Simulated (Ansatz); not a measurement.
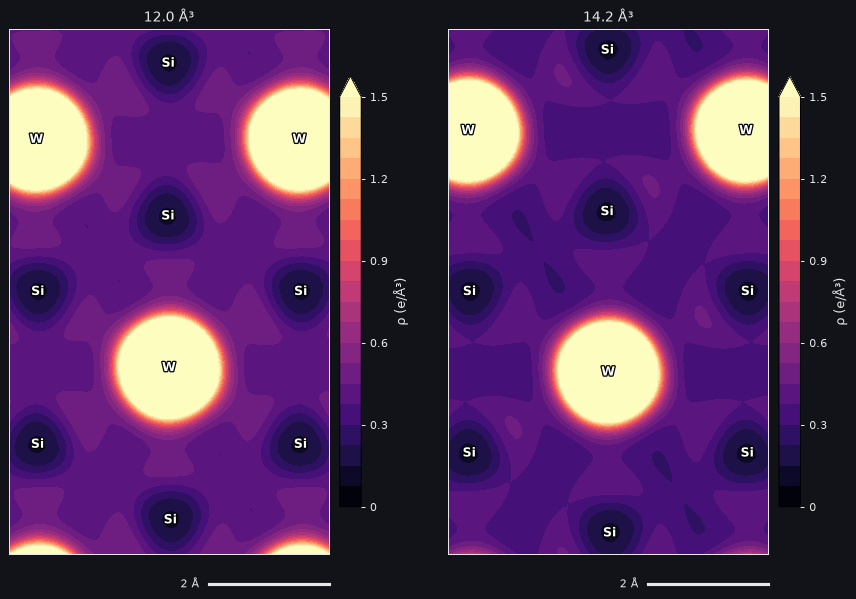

Si2W. The valence charge density (pseudo) of cells scaled evenly to different volumes (given per atom above each panel), on the (001) plane of each (indices in the axes of the cell below), at one length scale and on one colour scale.

PAW files of the earlier set (soft_1).

Method: Ansatz 0.2.0, DFT PBE, scalar-relativistic, plane waves, PAW.

The largest cell:

```
CELL_PARAMETERS angstrom
-1.63591 1.63591 3.98541
1.63591 -1.63591 3.98541
1.63591 1.63591 -3.98541
ATOMIC_POSITIONS crystal
Si 0.33457 0.33457 0.00000
Si 0.66543 0.66543 0.00000
W 0.00000 0.00000 0.00000
```

| volume (Å³/atom) | Si–W contact in the plane (Å) | ρ at its midpoint (e/Å³) | pressure (GPa) | 
| --- | --- | --- | --- |
| 12.03 | 2.519 | 0.493 | 37.4 | 
| 12.58 | 2.556 | ? | ? | 
| 14.22 | 2.663 | 0.397 | −7.9 | 

### Estimate the missing row, and compare with the calculation.

Over the known rows ln ρ falls by 1.50 per Å of Si–W distance (the line through the two), which gives 0.466 e/Å³ at 2.556 Å; the calculation gives 0.465 e/Å³. For the pressure, a straight line in volume between the neighbouring rows gives 26.0 GPa; the calculation gives 22.2, lower because pressure rises ever faster on compression.
